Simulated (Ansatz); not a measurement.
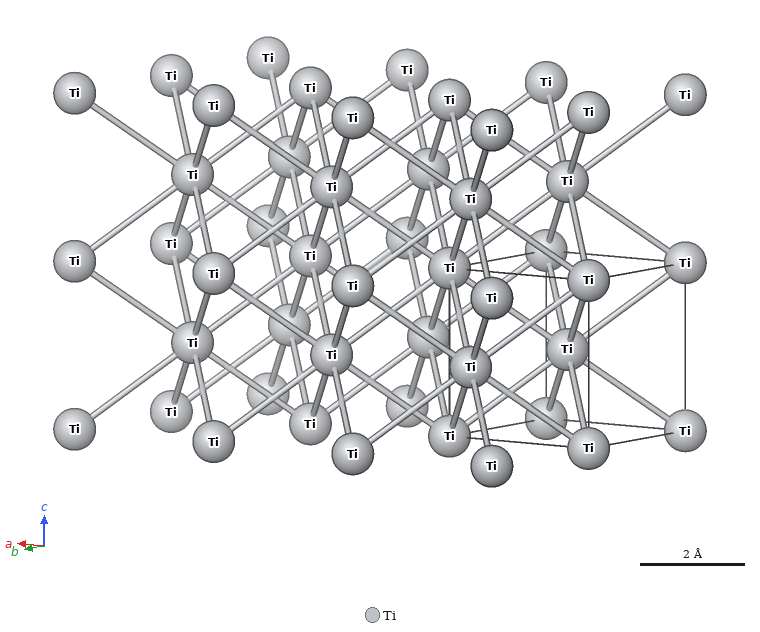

Figure 1. The input geometry (ball-and-stick view of the cell 2 times as large as that of the calculation, set on its symmetry axes, repeated 3 × 2 × 2, seen at an oblique angle).

# Band-structure calculation of Ti

- system: Ti (Im-3m, 1 atom in the cell)
- method: DFT, PBE, PAW with Ansatz's default frozen-core files, scalar-relativistic, no spin polarisation (Ansatz 0.2.0)

The structure derives from an entry of the Crystallography Open Database. It belongs to a series of runs on one base structure; here: PAW files in place of LAPW.

## Input
```yaml
crystal:
  lattice:
    - [-1.641, 1.641, 1.641]
    - [1.641, -1.641, 1.641]
    - [1.641, 1.641, -1.641]
  atoms:
    - { symbol: Ti, position: [0.0, 0.0, 0.0] }
kpoints:
  mp_grid: { grid: [14, 14, 14] }
  band_path:
    path:
      - [0.0, 0.0, 0.0]
      - [0.5, -0.5, 0.5]
      - [0.0, 0.0, 0.5]
      - [0.0, 0.0, 0.0]
      - [0.25, 0.25, 0.25]
      - [0.5, -0.5, 0.5]
      - [0.25, 0.25, 0.25]
      - [0.0, 0.0, 0.5]
    npoints: 14
scf:
  occupations: { method: fermi_dirac, width: 0.05 }
hamiltonian:
  xc: pbe
  pseudopotentials: { kind: paw }
output:
  forces: true
  stress: true
  eigenvalues: true
  efg: { contact_densities: true }
  populations: true
  bader: true
  dos: { projected: true, de: 0.2, e_range: [-14, 8] }
  write_density: true
  write_potential: true
  elf: true
  volumetric_format: npy
```

Hardware: 1 thread of Arm Neoverse V1, 112 GiB of memory available, shared host.

Command:
```bash
ansatz run input.yaml --threads 1 --pin off --max-ram 3072MiB --backend cpu --events-out ev --progress --plain --runs-dir out
```

## Log
```
Engine: ansatz 0.2.0, aarch64-unknown-linux-gnu
Pseudopotentials: kind: paw
Pseudopotential: Ti, paw, valence charge 12, recommended cutoff 420 eV (normal), Ti.paw.azcp
Functional definition: PBE
  parameter kappa = 0.804
  parameter beta = 0.06672455060314922
  exchange = pbe_x(kappa = kappa, mu = beta*pi^2/3)
  correlation = pbe_c(beta = beta)
Crystal: 1 atoms, lattice volume = 17.676 Å³
Basis set: ecut = 420 eV, 369 PW (Γ), exchange–correlation on 40×40×40 points (8 copies of the dense FFT grid, shifted against one another)
Bands: 10, of which v1, the nominal top of the filled ones, is band 6 counted from 1 (5 counted from 0)
Symmetry: 48 space group operations
Space group: Im-3m (ITA 229), of the structure as read, at distance tolerance 2.6e-5 Å
k-points: 104 of 2744
Non-local potential: Ti, projectors of the file, l = 0: 3, l = 1: 2, l = 2: 3, l = 3: 1
PAW form: soft (Blöchl's): semilocal exchange-correlation on the pseudo side does not see the compensation charge
PAW one-centre angular grid: Ti, 590 points (default); XC on 64 Gauss nodes
Initial density: superposition of atomic densities (neutral atoms: chi_scale 0, normalization atom), corrected by the library's trained network
Initial wavefunctions: pseudopotential atomic-orbital guess
Functional: x = pbe(κ = 0.804, μ = 0.2195149727645171), c = pbe(β = 0.06672455060314922)
SCF iter   1: F=—  HF=-2499.561552 eV  |F-HF|=—  |Δ(HF+E_count)|=         —  Δρ=2.11e-3  dr2=6.74e-4  ethr=1.77e-3  ⟨swp⟩=4.3  Hψ=5533  notcnv=0
preconditioner: auto → none  [metal: Δε(μ)=0.018 eV  Ē_g=4.042 eV  σ=0.050 eV  W_gap=0.09  n_scr=0 (ndim 8)  ℏωp=17.7 eV  f_vac=0.000  D(μ)=2.58/eV (n_scr^D=42)]
SCF iter   2: F=—  HF=-2499.561309 eV  |F-HF|=—  |Δ(HF+E_count)|=   2.43e-4  Δρ=1.12e-3  dr2=1.03e-4  ethr=5.62e-6  ⟨swp⟩=2.1  Hψ=2398  notcnv=0
SCF iter   3: F=—  HF=-2499.561300 eV  |F-HF|=—  |Δ(HF+E_count)|=   8.89e-6  Δρ=4.86e-4  dr2=1.10e-5  ethr=8.56e-7  ⟨swp⟩=2.4  Hψ=1610  notcnv=0
SCF iter   4: F=—  HF=-2499.561320 eV  |F-HF|=—  |Δ(HF+E_count)|=   1.95e-5  Δρ=8.29e-5  dr2=4.03e-7  ethr=9.17e-8  ⟨swp⟩=2.1  Hψ=1313  notcnv=0
iter 5 did not close the SCF: its close was put off for the readings that it lacked (scf_convergence_deferred on its scf_iter line)
SCF iter   5: F=-2499.561320 eV  HF=-2499.561320 eV  |F-HF|=4.84e-9  |Δ(HF+E_count)|=   5.74e-7  Δρ=7.78e-6  dr2=8.94e-9  ethr=3.36e-9  ⟨swp⟩=2.0  Hψ=1254  notcnv=0
SCF iter   6: F=-2499.561320 eV  HF=-2499.561320 eV  |F-HF|=1.47e-10  |Δ(HF+E_count)|=  5.13e-10  Δρ=1.15e-6  dr2=2.50e-10  ethr=7.45e-11  ⟨swp⟩=3.7  Hψ=4630  notcnv=0
SCF 1 converged in 6 iterations: F = -2499.561320 eV  dr2 = 2.50e-10
  greatest PAW one-centre occupation: 0.999 electrons in one spin orbital (limit 2), on the Ti atom at site 0 (counted from 0), in its partial waves of l = 0
```

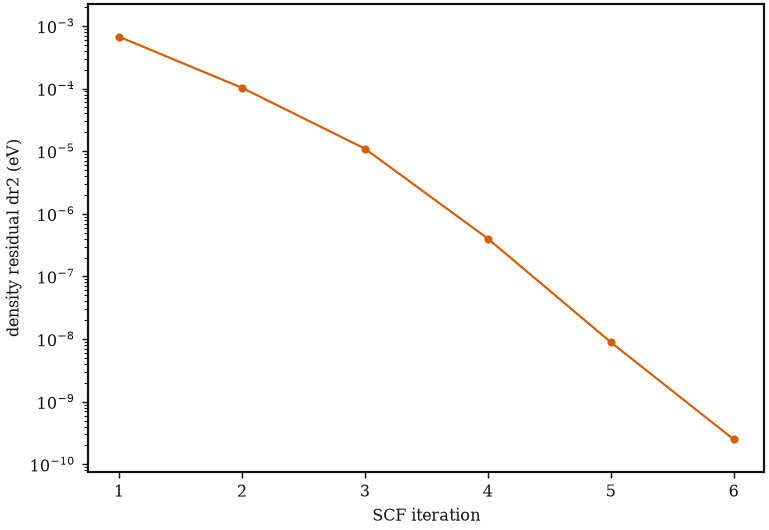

Figure 2. Convergence of the self-consistent field: density residual dr2 against the SCF iteration. The residual falls at every step.

```
NSCF: frozen V_eff on 99 k-points
SCF converged after 6 iterations
Free energy (F): -2499.561320 eV
Harris-Foulkes:  -2499.561320 eV  (|F-HF|=1.47e-10)
Internal energy: -2499.540641 eV  (E = F + TS)
E sigma→0 (E₀):  -2499.550981 eV
Entropy (-TS):   -0.020679 eV (-20.679 meV/atom)
Fermi energy:    12.846919 eV
--- Per-component energies (eV) ---
  E_band       = -160.231724
  E_kinetic    = 272.168399
  E_local      = -822.941699  (includes V_loc(G=0)·N_el)
  E_nonlocal   = 8.358984
  E_hartree    = 337.451151
  E_xc         = -97.260149
  E_vxc        = -121.660197  (∫ρ·V_xc dr)
  E_paw        = -1047.693943  (= ΣΔE_a)
  E_vpaw       = -171.060181  (= ΣTr[D̂ρ^β])
  E_aug_tail   = 0.000122  (compensation charges beyond the density's cutoff)
  E_ewald      = -1149.623506
  E_smearing   = -0.020679  (= −TS)
  E_closure    = 0.000000  (closes the sum)
  Σ components = -2499.561320   (vs F -2499.561320, Δ=0.00e0)
--- Forces (eV/Å), atoms counted from 1 ---
  atom   1  Ti     0.00000000    -0.00000000     0.00000000
  max |Σ_I F_I| component: 1.54e-32 eV/Å
--- Stress (GPa, compression-positive) ---
       -2.398178       0.000000       0.000000
        0.000000      -2.398178       0.000000
       -0.000000       0.000000      -2.398178
  P = ⅓ Tr σ = -2.3982 GPa (-23.982 kbar)
--- PAW observables at the nuclei: V_zz in 10²¹ V/m², potentials from the cell's mean, atoms counted from 1 ---
  atom   1  Ti V_zz =    -0.000000   η = 0.0000   by run symmetry: forbidden
            electrostatic potential = -2530.919649 V   contact ρ = 56790.500441 e/Å³
--- Band table (eV; the first three rows and the last of 104) ---
  k-point 0: bands = ["-43.6709", "-19.5610", "-19.5610", "-19.5610", "6.9622", "13.8300", "13.8300", "13.8300", "15.5534", "15.5534"]
  k-point 1: bands = ["-43.6649", "-19.5939", "-19.5712", "-19.5612", "7.1336", "13.7525", "13.8076", "13.9540", "15.4646", "15.5583"]
  k-point 2: bands = ["-43.6479", "-19.6852", "-19.5995", "-19.5617", "7.6281", "13.5423", "13.6966", "14.3141", "15.2988", "15.5776"]
  k-point 103: bands = ["-43.4610", "-20.0003", "-20.0003", "-20.0003", "10.8059", "10.8059", "16.6964", "16.6964", "16.6964", "21.0817"]
--- Löwdin populations: 1 site ---
  site symbol       q [e]
     0     Ti     11.8683
  spilling = 0.010978 (of n_electrons = 12.000000)
--- Bader charges: 1 site ---
  site symbol  charge [e]  shift [e]
     0     Ti      0.0000     0.0000
  estimated error of the sums over rays = 2.6e-7 e
```

## File bader_charges.tsv
```
# site	symbol	x_ang	y_ang	z_ang	partial_charge_e	electrons	volume_ang3	relative_density_drop	shared_charge_e	partial_wave_shift_e
# quadrature_error_electrons = 2.6e-7
0	Ti	0.0000	0.0000	0.0000	0.00000	22.00000	17.68	-	0.00000	0.00000
```

## File dos.tsv
```
# E-E_F[eV]	g_bin_mean(E)[states/eV]	N(E)
# format = ansatz-dos/2
# fermi_ev = 12.846919
# fermi_mp_grid = 14 14 14
# fermi_mp_shift = 0 0 0
# tetrahedron_fermi_ev = 12.850903
# g_bin_mean(E): the states in a bin one row spacing wide, centred on E, divided by that spacing. States that the method places at a single energy (under output.dos.method: tetrahedron, those of a tetrahedron whose four corners have one energy) are counted whole in the row whose bin holds that energy (on the edge of two bins, in the lower row). The sum of g_bin_mean over a run of rows, times the row spacing, is the number of states from half a spacing under the first of them to half a spacing over the last (a plain sum, not the trapezoid rule).
-14.000000	0.000000e0	8.000000e0
-13.800000	0.000000e0	8.000000e0
-13.600000	0.000000e0	8.000000e0
-13.400000	0.000000e0	8.000000e0
-13.200000	0.000000e0	8.000000e0
-13.000000	0.000000e0	8.000000e0
-12.800000	0.000000e0	8.000000e0
-12.600000	0.000000e0	8.000000e0
-12.400000	0.000000e0	8.000000e0
-12.200000	0.000000e0	8.000000e0
-12.000000	0.000000e0	8.000000e0
-11.800000	0.000000e0	8.000000e0
-11.600000	0.000000e0	8.000000e0
-11.400000	0.000000e0	8.000000e0
-11.200000	0.000000e0	8.000000e0
-11.000000	0.000000e0	8.000000e0
-10.800000	0.000000e0	8.000000e0
-10.600000	0.000000e0	8.000000e0
-10.400000	0.000000e0	8.000000e0
-10.200000	0.000000e0	8.000000e0
-10.000000	0.000000e0	8.000000e0
-9.800000	0.000000e0	8.000000e0
-9.600000	0.000000e0	8.000000e0
-9.400000	0.000000e0	8.000000e0
-9.200000	0.000000e0	8.000000e0
-9.000000	0.000000e0	8.000000e0
-8.800000	0.000000e0	8.000000e0
-8.600000	0.000000e0	8.000000e0
-8.400000	0.000000e0	8.000000e0
-8.200000	0.000000e0	8.000000e0
-8.000000	0.000000e0	8.000000e0
-7.800000	0.000000e0	8.000000e0
-7.600000	0.000000e0	8.000000e0
-7.400000	0.000000e0	8.000000e0
-7.200000	0.000000e0	8.000000e0
-7.000000	0.000000e0	8.000000e0
-6.800000	0.000000e0	8.000000e0
-6.600000	0.000000e0	8.000000e0
-6.400000	0.000000e0	8.000000e0
-6.200000	0.000000e0	8.000000e0
-6.000000	0.000000e0	8.000000e0
-5.800000	1.449338e-2	8.000294e0
-5.600000	4.350311e-2	8.006792e0
-5.400000	6.444443e-2	8.017579e0
-5.200000	7.851128e-2	8.032025e0
-5.000000	9.356447e-2	8.049101e0
-4.800000	1.094870e-1	8.069562e0
-4.600000	1.223425e-1	8.092687e0
-4.400000	1.377568e-1	8.118622e0
-4.200000	1.552496e-1	8.147911e0
-4.000000	1.716706e-1	8.180625e0
-3.800000	1.910791e-1	8.216769e0
-3.600000	2.142630e-1	8.257240e0
-3.400000	2.401780e-1	8.302600e0
-3.200000	2.720704e-1	8.353545e0
-3.000000	3.164737e-1	8.412084e0
-2.800000	3.750931e-1	8.480847e0
-2.600000	4.584776e-1	8.563181e0
-2.400000	7.335061e-1	8.674643e0
-2.200000	8.546645e-1	8.843161e0
-2.000000	9.321838e-1	9.015923e0
-1.800000	1.227622e0	9.230118e0
-1.600000	1.593575e0	9.516771e0
-1.400000	1.149038e0	9.806238e0
-1.200000	8.455392e-1	9.997059e0
-1.000000	6.786755e-1	1.015388e1
-0.800000	5.685454e-1	1.026962e1
-0.600000	1.941200e0	1.045525e1
-0.400000	2.517208e0	1.094524e1
-0.200000	2.708074e0	1.149010e1
0.000000	2.155728e0	1.199204e1
0.200000	2.602837e0	1.242116e1
0.400000	2.114058e0	1.295340e1
0.600000	1.533914e0	1.329524e1
0.800000	1.242365e0	1.357733e1
1.000000	4.820620e-1	1.375381e1
1.200000	3.161855e-1	1.381883e1
1.400000	4.410076e-1	1.388991e1
1.600000	5.965124e-1	1.399436e1
1.800000	9.181701e-1	1.413492e1
2.000000	1.502296e0	1.438410e1
2.200000	1.737150e0	1.470826e1
2.400000	2.432990e0	1.511283e1
2.600000	2.654201e0	1.563409e1
2.800000	2.605890e0	1.617689e1
3.000000	4.380589e0	1.671898e1
3.200000	2.627209e0	1.761624e1
3.400000	1.657940e0	1.800946e1
3.600000	1.300201e0	1.829400e1
3.800000	1.177444e0	1.855176e1
4.000000	6.323547e-1	1.872673e1
4.200000	5.989470e-1	1.884170e1
4.400000	5.606942e-1	1.896115e1
4.600000	4.998692e-1	1.906651e1
4.800000	4.687834e-1	1.916351e1
5.000000	4.382080e-1	1.925391e1
5.200000	4.181862e-1	1.933965e1
5.400000	3.942427e-1	1.942090e1
5.600000	3.695806e-1	1.949722e1
5.800000	3.482914e-1	1.956899e1
6.000000	3.232417e-1	1.963630e1
6.200000	2.953868e-1	1.969811e1
6.400000	2.703779e-1	1.975466e1
6.600000	2.489649e-1	1.980640e1
6.800000	2.299998e-1	1.985453e1
7.000000	2.116008e-1	1.989732e1
7.200000	1.384714e-1	1.993423e1
7.400000	1.047944e-1	1.995731e1
7.600000	7.612599e-2	1.997637e1
7.800000	4.574711e-2	1.998826e1
8.000000	3.622499e-2	1.999518e1
```

## File populations.tsv
```
# site	symbol	l	j	q
# orbitals = lowdin
# n_electrons = 12.000000
# spilling = 0.010978
0	Ti	0_3S	-	1.927036
0	Ti	0_4S	-	0.914427
0	Ti	1_3P	-	5.988167
0	Ti	2_3D	-	3.038635
```

## File rho_z.tsv
```
# z_ang	rho[e/angstrom^3]
# format = ansatz-planar-average/11
# lattice	-1.641000000	1.641000000	1.641000000
# lattice	1.641000000	-1.641000000	1.641000000
# lattice	1.641000000	1.641000000	-1.641000000
# sites	1
# site	22	0.000000000	0.000000000	0.000000000
0.000000	1.474003e0
0.142115	1.418547e0
0.284230	1.258117e0
0.426344	1.017965e0
0.568459	7.489162e-1
0.710574	5.113738e-1
0.852689	3.452816e-1
0.994803	2.532037e-1
1.136918	2.110190e-1
1.279033	1.933298e-1
1.421148	1.881694e-1
1.563262	1.933298e-1
1.705377	2.110190e-1
1.847492	2.532037e-1
1.989607	3.452816e-1
2.131722	5.113738e-1
2.273836	7.489162e-1
2.415951	1.017965e0
2.558066	1.258117e0
2.700181	1.418547e0
```

## File v_z.tsv
```
# z_ang	v_es[eV]	v_tot[eV]
# format = ansatz-planar-average/11
# xc	pbe
# density_cutoff_ev	1680
# datasets	Ti=:simpson_from_first_knot:soft
# lattice	-1.641000000	1.641000000	1.641000000
# lattice	1.641000000	-1.641000000	1.641000000
# lattice	1.641000000	1.641000000	-1.641000000
# sites	1
# site	22	0.000000000	0.000000000	0.000000000
0.000000	6.169247e-1	-1.223257e1
0.142115	8.512214e-1	-1.192658e1
0.284230	1.550093e0	-1.099992e1
0.426344	2.701225e0	-9.468783e0
0.568459	4.268754e0	-7.387204e0
0.710574	6.154667e0	-4.878049e0
0.852689	8.175193e0	-2.217646e0
0.994803	1.007201e1	2.190538e-1
1.136918	1.154333e1	2.039121e0
1.279033	1.236828e1	2.987711e0
1.421148	1.260478e1	3.232203e0
1.563262	1.236828e1	2.987711e0
1.705377	1.154333e1	2.039121e0
1.847492	1.007201e1	2.190538e-1
1.989607	8.175193e0	-2.217646e0
2.131722	6.154667e0	-4.878049e0
2.273836	4.268754e0	-7.387204e0
2.415951	2.701225e0	-9.468783e0
2.558066	1.550093e0	-1.099992e1
2.700181	8.512214e-1	-1.192658e1
```

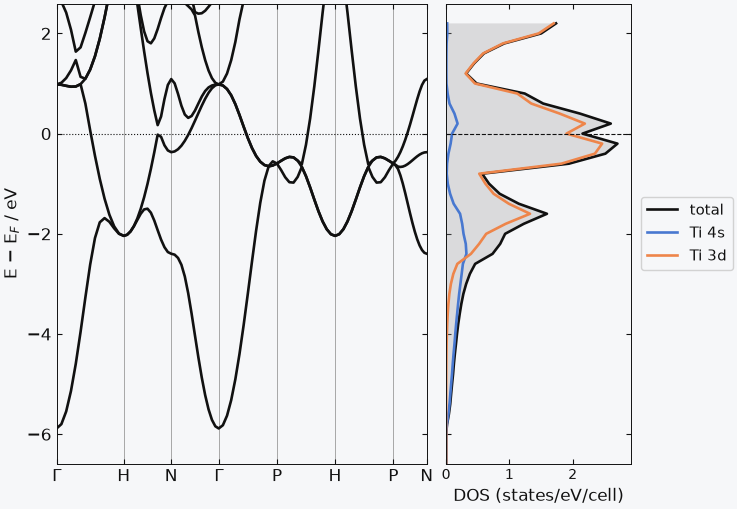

Figure 3. Band structure along Γ–H–N–Γ–P–H–P–N and density of states (projected on Löwdin-orthogonalised atomic shells), with energies from the Fermi level. Bands cross the Fermi level: a metal at this level of theory.

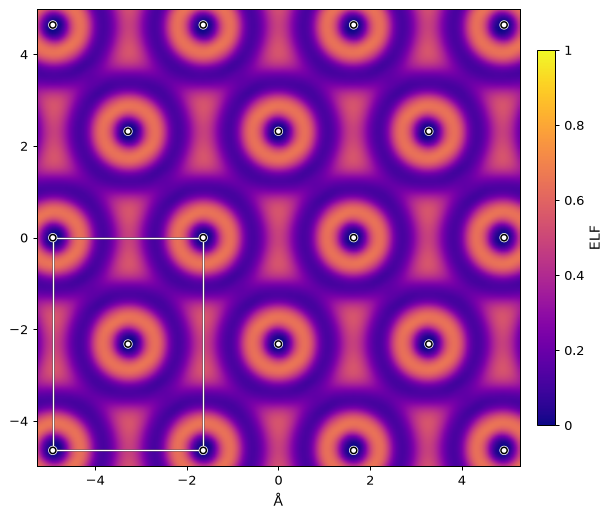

Figure 4. ELF on the (011̄) plane of the conventional cell. Circles mark the nuclei in the plane (Ti). Ti–Ti (2.84 Å): the ELF is about 0.20 at the midpoint (no localised pair between them). The ELF has a maximum of about 0.55 in the space between the atoms. The strong features right at Ti lie inside the PAW spheres (semicore, d or f shells) and say nothing about bonding. In a PAW calculation such maps are meaningful between the atoms, not at the nuclei.

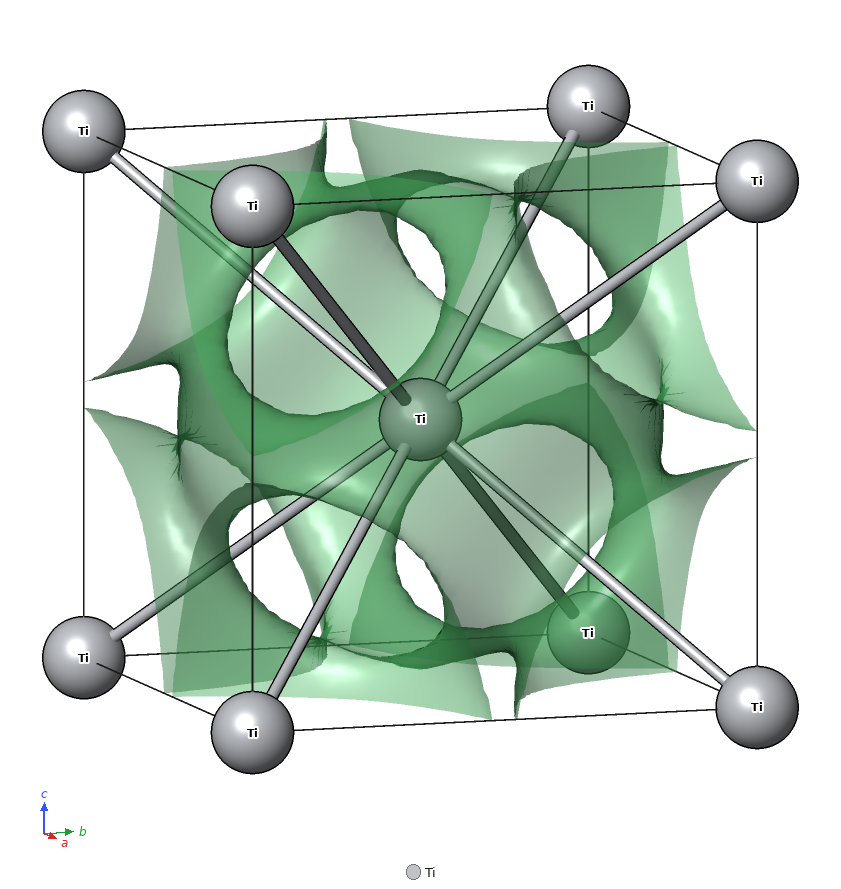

Figure 5. Isosurface of the electron localisation function at 0.45 (green), seen slightly off an axis. Only the valence region is drawn (cores and ρ < 0.01 e/Å³ removed). Sticks mark near contacts. The outline is the cell set on symmetry axes. Values along the shortest contacts: Ti–Ti (2.84 Å): the ELF is about 0.20 at the midpoint; no shared electron pair.

## Summary

| quantity | value |
| --- | --- |
| outcome | converged |
| space group (tolerance 0.01 Å) | Im-3m (229) |
| electrons treated | 12 |
| free energy | −2499.5613 eV |
| Fermi energy | 12.847 eV |
| pressure | −2.40 GPa |
| field gradient V_zz (10²¹ V/m²) | zero at all sites |
| electronic character | metal |
| largest force (length of the vector) | under 0.001 eV/Å |
| wall time | 6.6 s |
| peak memory | 0.33 GiB |
